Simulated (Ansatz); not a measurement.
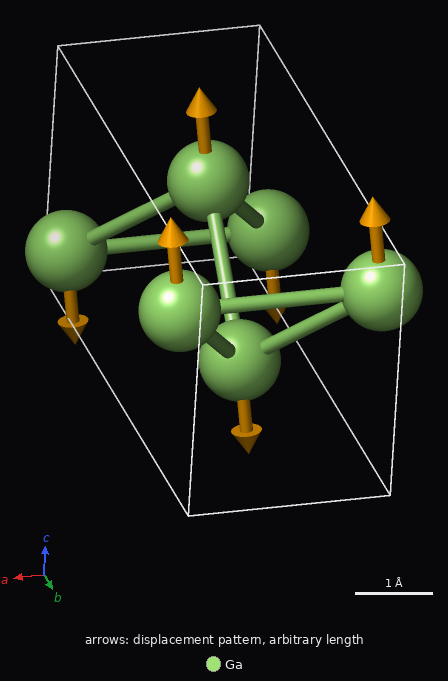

One vibrational mode of crystalline Ga at the zone centre. The orange arrows give the relative displacements of the atoms. Style: ball-and-stick. Shown: the conventional cell (2 times the calculation's cell), from a free direction. Lengths and directions refer to the drawn axes.

Computed with Ansatz, DFT LDA, scalar-relativistic, plane waves, PAW. (plane-wave cutoff 420 eV; k-point mesh 16 × 16 × 12; occupations fermi dirac; smearing width 0.15 eV; no spin polarisation)

The frequencies depend somewhat on the k-mesh and the smearing.

Q: What mode is this, and where does it lie in the spectrum?

A: This is the B_g mode at 3.77 THz, optical level 2 of 3, counted from below, Raman-active by symmetry. All motion is roughly along [1 0 3]; atoms of one kind move against one another, with no net shift of their sublattice.
